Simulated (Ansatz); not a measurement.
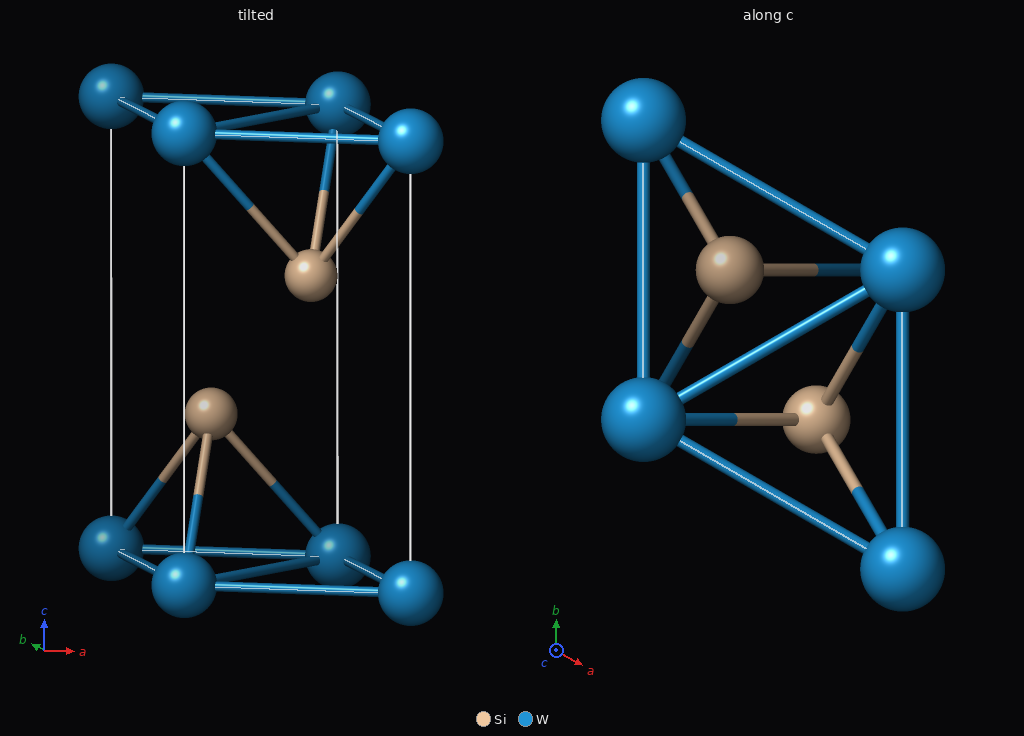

A ball-and-stick rendering, viewed slightly off an axis and along the c axis. The edges of the conventional unit cell are marked. Cell: a = 2.95 Å, b = 2.95 Å, c = 5.85 Å, α = 90.00°, β = 90.00°, γ = 120.00°.

Origin of the cell: a structure type filled with these elements by a generator (whether the compound takes this form wasn't checked). Earlier steps of the study, as a rule a relaxation of our own, may have changed the cell and positions, so they can lie some per cent off the listed ones. It went into a calculation with Ansatz.

> State composition, symmetry and coordination.

Composition: Si₂W. The atoms follow space group P-3m1 (No. 164); the Bravais lattice is primitive hexagonal. The cell comprises 1 formula unit: 2 Si, 1 W. By contacts within bonding range, the coordination numbers are Si 3 and W 12.

Setup: DFT PBE, scalar-relativistic, plane waves, PAW (Ansatz 0.2.0); 420 eV cutoff, an 18×18×8 k-point mesh, Gaussian smearing of 0.1 eV, no spin polarisation.

> What does the calculation say: metal or gapped?

A metal: bands cross the Fermi level.

> Give the Bader charge of each element.

Si -0.07 e; W +0.13 e.

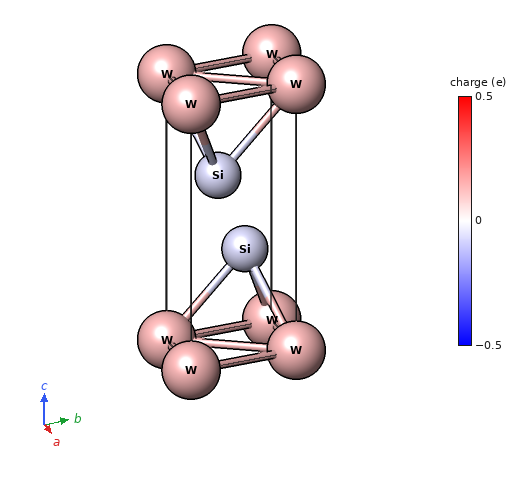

The atoms coloured by those charges. The run's cell of 3 atoms is drawn.

> Does this geometry sit at a stationary point of the energy?

Yes. All forces vanish to within 0.01 eV/Å. The pressure is 0.0 GPa, close to zero.
